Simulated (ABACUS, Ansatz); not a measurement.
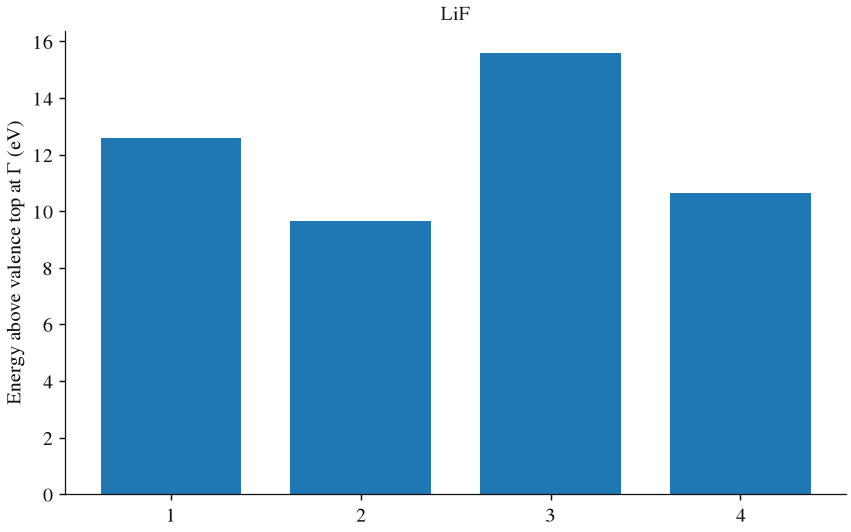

Lowest conduction level at Γ, counted from the valence-band top at Γ, by several methods on one cell of rocksalt LiF, space group Fm-3m, 2 atoms in the primitive cell, volume scaled by a factor 0.94; cubic a = 3.946 Å. All runs are without spin-orbit coupling and carry no moments. The cell is at 7 GPa in PBE.

Q: Which column is which method? They are PBE, rSCAN, TASK and HLE16.

A: 1 is HLE16; 2 is PBE; 3 is TASK; 4 is rSCAN.

```
method  program  Γ (eV)
   PBE   Ansatz    9.66
 rSCAN   ABACUS   10.66
 HLE16   ABACUS   12.60
  TASK   ABACUS   15.60
```

Settings. PBE: Ansatz PAW, 11×11×11 k mesh, 420 eV cutoff, Fermi-Dirac smearing of 0.05 eV (Ansatz 0.2.0). rSCAN: SG15 ONCV 1.2 PBE, 7×7×7 k mesh, 1320 eV cutoff, Fermi-Dirac smearing of 0.05 eV (ABACUS). HLE16: SPMS ONCV 1.0 PBE, 9×9×9 k mesh, 1143 eV cutoff, Fermi-Dirac smearing of 0.05 eV (ABACUS 3.10.1). TASK: SG15 ONCV 1.2 PBE, 7×7×7 k mesh, 1320 eV cutoff, Fermi-Dirac smearing of 0.05 eV (ABACUS 3.10.1).

These are four of the 16 methods that were run on this cell. The runs come from different programs and meshes, which adds differences of its own. rSCAN, HLE16 and TASK: the potentials were made for another functional. LDA, GGA and most meta-GGA functionals understate gaps. HLE16: the potentials were made for a functional far from this one.
